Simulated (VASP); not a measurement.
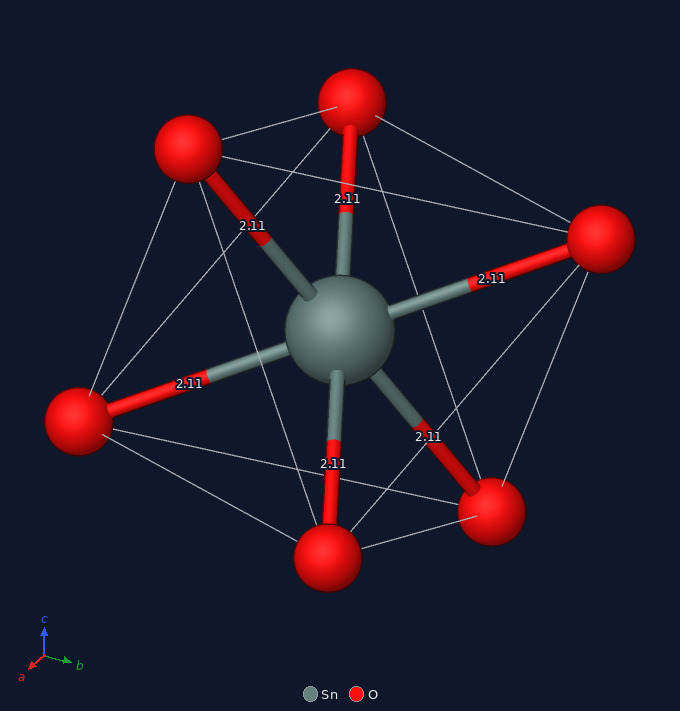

The SnO6 unit about Sn in SnO2. Source: a cell listed in the Materials Project, as set up for an electronic-structure calculation.

SnO2, space group Pa-3 (No. 205), a = 5.175 Å, b = 5.175 Å, c = 5.175 Å, α = 90.00°, β = 90.00°, γ = 90.00°

```tsv
site	Wyckoff	x	y	z
Sn	4a	0.0000	0.0000	0.0000
O	8c	0.6611	0.8389	0.1611
```

Q: Compute the usual distortion measures of this polyhedron.

A: It is closest to the octahedron.

```tsv
measure	value
mean bond length	2.113 Å
bond-length distortion index (Baur)	0.000
effective coordination number (Hoppe)	6.00
shape measure against the octahedron	1.33
shape measure against the trigonal prism	16.74
centre off the ligands' centroid by	0.00 Å
polyhedral volume	12.07 Å³
quadratic elongation	1.028
bond-angle variance	87.4 deg²
```
